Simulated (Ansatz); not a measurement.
The calculation's input:

```
crystal:
  lattice:
    - [4.7582719443, -1.5236598588, 5.647788817]
    - [6.1387134722, 4.5709795765, 0.0036360899]
    - [-1.3804415279, 6.0946394354, 5.6441527271]
  atoms:
    - { symbol: Ga, position: [0.8486630703, 0.8338731935, 0.8367608725] }
    - { symbol: Ga, position: [0.0986630703, 0.5838731935, 0.5867608725] }
    - { symbol: Ga, position: [0.5986630703, 0.0838731935, 0.0867608725] }
    - { symbol: Ga, position: [0.3486630703, 0.3338731935, 0.3367608725] }
    - { symbol: Ga, position: [0.9013369297, 0.4161268065, 0.4132391275] }
    - { symbol: Ga, position: [0.1513369297, 0.1661268065, 0.1632391275] }
    - { symbol: Ga, position: [0.6513369297, 0.6661268065, 0.6632391275] }
    - { symbol: Ga, position: [0.4013369297, 0.9161268065, 0.9132391275] }
    - { symbol: Ga, position: [0.0344139709, 0.7845495746, 0.1701913118] }
    - { symbol: Ga, position: [0.2844139709, 0.5345495746, 0.9201913118] }
    - { symbol: Ga, position: [0.7844139709, 0.0345495746, 0.4201913118] }
    - { symbol: Ga, position: [0.5344139709, 0.2845495746, 0.6701913118] }
    - { symbol: Ga, position: [0.7155860291, 0.4654504254, 0.0798086882] }
    - { symbol: Ga, position: [0.9655860291, 0.2154504254, 0.8298086882] }
    - { symbol: Ga, position: [0.4655860291, 0.7154504254, 0.3298086882] }
    - { symbol: Ga, position: [0.2155860291, 0.9654504254, 0.5798086882] }
    - { symbol: O, position: [0.9998582828, 0.0076739678, 0.7442090948] }
    - { symbol: O, position: [0.2498582828, 0.7576739678, 0.4942090948] }
    - { symbol: O, position: [0.7498582828, 0.2576739678, 0.9942090948] }
    - { symbol: O, position: [0.4998582828, 0.5076739678, 0.2442090948] }
    - { symbol: O, position: [0.7501417172, 0.2423260322, 0.5057909052] }
    - { symbol: O, position: [0.0001417172, 0.9923260322, 0.2557909052] }
    - { symbol: O, position: [0.5001417172, 0.4923260322, 0.7557909052] }
    - { symbol: O, position: [0.2501417172, 0.7423260322, 0.0057909052] }
    - { symbol: O, position: [0.0886993336, 0.56485855, 0.3485309209] }
    - { symbol: O, position: [0.3386993336, 0.31485855, 0.0985309209] }
    - { symbol: O, position: [0.8386993336, 0.81485855, 0.5985309209] }
    - { symbol: O, position: [0.5886993336, 0.06485855, 0.8485309209] }
    - { symbol: O, position: [0.6613006664, 0.68514145, 0.9014690791] }
    - { symbol: O, position: [0.9113006664, 0.43514145, 0.6514690791] }
    - { symbol: O, position: [0.4113006664, 0.93514145, 0.1514690791] }
    - { symbol: O, position: [0.1613006664, 0.18514145, 0.4014690791] }
    - { symbol: O, position: [0.4287499233, 0.9017975922, 0.6808392867] }
    - { symbol: O, position: [0.6787499233, 0.6517975922, 0.4308392867] }
    - { symbol: O, position: [0.1787499233, 0.1517975922, 0.9308392867] }
    - { symbol: O, position: [0.9287499233, 0.4017975922, 0.1808392867] }
    - { symbol: O, position: [0.3212500767, 0.3482024078, 0.5691607133] }
    - { symbol: O, position: [0.5712500767, 0.0982024078, 0.3191607133] }
    - { symbol: O, position: [0.0712500767, 0.5982024078, 0.8191607133] }
    - { symbol: O, position: [0.8212500767, 0.8482024078, 0.0691607133] }
basis:
  ecutwfc: 420
  xc_grid: 2
kpoints:
  mp_grid: { grid: [2, 2, 2], shift: [0.5, 0.5, 0.5] }
hamiltonian:
  xc: pbesol
scf:
  occupations: { method: gaussian, width: 0.02 }
output:
  forces: true
  stress: true
  eigenvalues: true
  write_density: true
  write_potential: true
  elf: true
  volumetric_format: npy
```

Run with:

```sh
ansatz run input.yaml --threads 8 --pin off --max-ram 16384MiB --backend cpu --events-out ev --progress --plain --runs-dir out
```

Space group C2/m; a structure from a database of computed crystals, not necessarily the ambient phase.

Theory: Ansatz 0.2.0, DFT PBEsol, scalar-relativistic, plane waves, PAW.

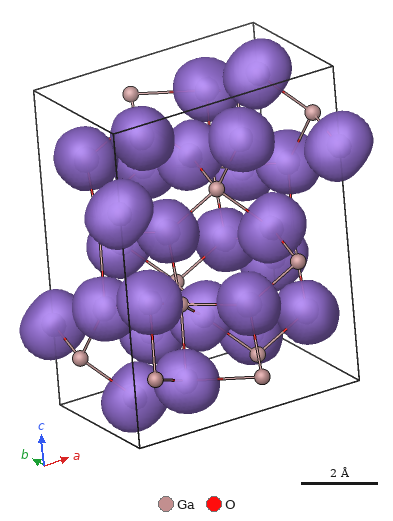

Ga$_{2}$O$_{3}$. Isosurface of the ELF at 0.65 (purple), seen slightly off an axis. Only the valence region is drawn (cores and ρ < 0.01 e/Å³ removed). Sticks mark near contacts.

In a PAW calculation such maps are meaningful between the atoms, not at the nuclei.

What do the ELF domains correspond to?

Answer. At this value the surface marks out 24 regions wrapped around O (the valence shell of each), counted in one cell of 40 atoms. Any copies at cell faces, edges or corners count once.

Values along the shortest contacts:
Ga–O (1.84 Å): the ELF peaks at about 0.80 in the valence shell of O, 0.6 Å from its nucleus, and is about 0.40 at the midpoint. Ga–O (1.94 Å): the ELF peaks at about 0.85 in the valence shell of O, 0.6 Å from its nucleus, and is about 0.30 at the midpoint.
